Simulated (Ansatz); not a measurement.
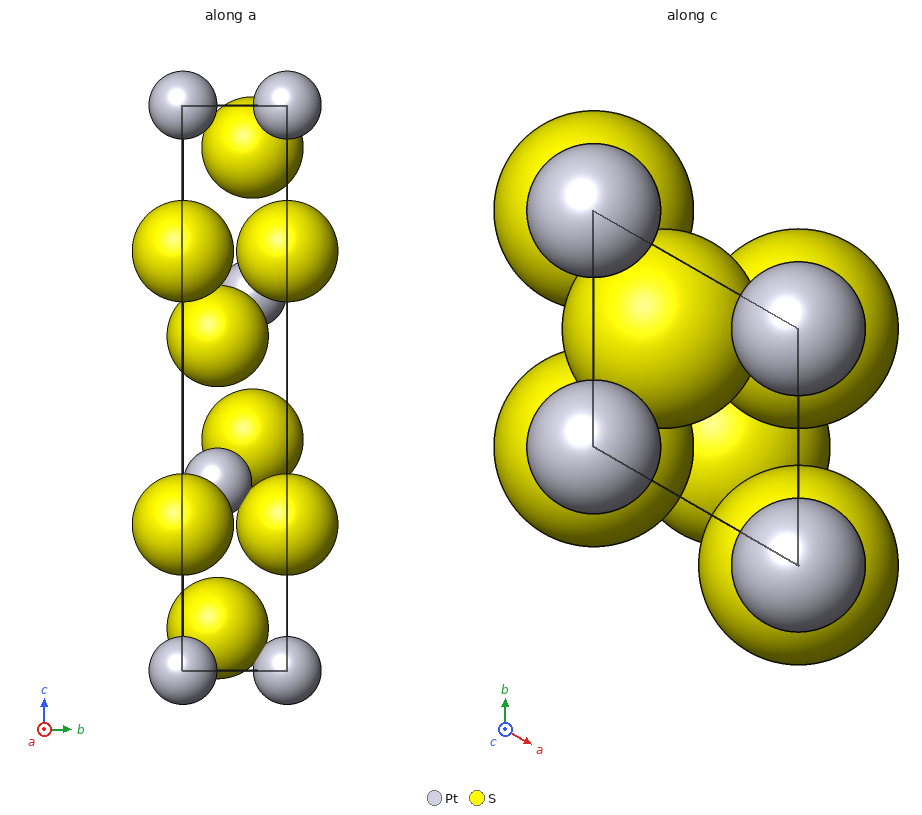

A space-filling rendering, viewed along the a axis and along the c axis. Lines trace the edges of the conventional unit cell.

PtS₂, space group R-3m (No. 166), a = 3.53 Å, b = 3.53 Å, c = 16.57 Å, α = 90.00°, β = 90.00°, γ = 120.00°.

Results below were computed with DFT, HSE06, plane waves, PAW (Ansatz); the settings were wavefunction cutoff 420 eV, k-points about 0.35 Å⁻¹ apart, no spin polarisation.

**Metal or not?**

A semiconductor at this level, with a gap of 1.77 eV, indirect; the smallest direct gap is 2.09 eV.

**Would the cell expand or shrink if it could?**

The computed pressure is -0.9 GPa (stretched: it would shrink).

Provenance: a structure type filled with these elements by a generator (whether the compound takes this form wasn't checked). Earlier steps of the study, as a rule a relaxation of our own, may have changed the cell and positions, so they can lie some per cent off the listed ones. A calculation with Ansatz used it as input.
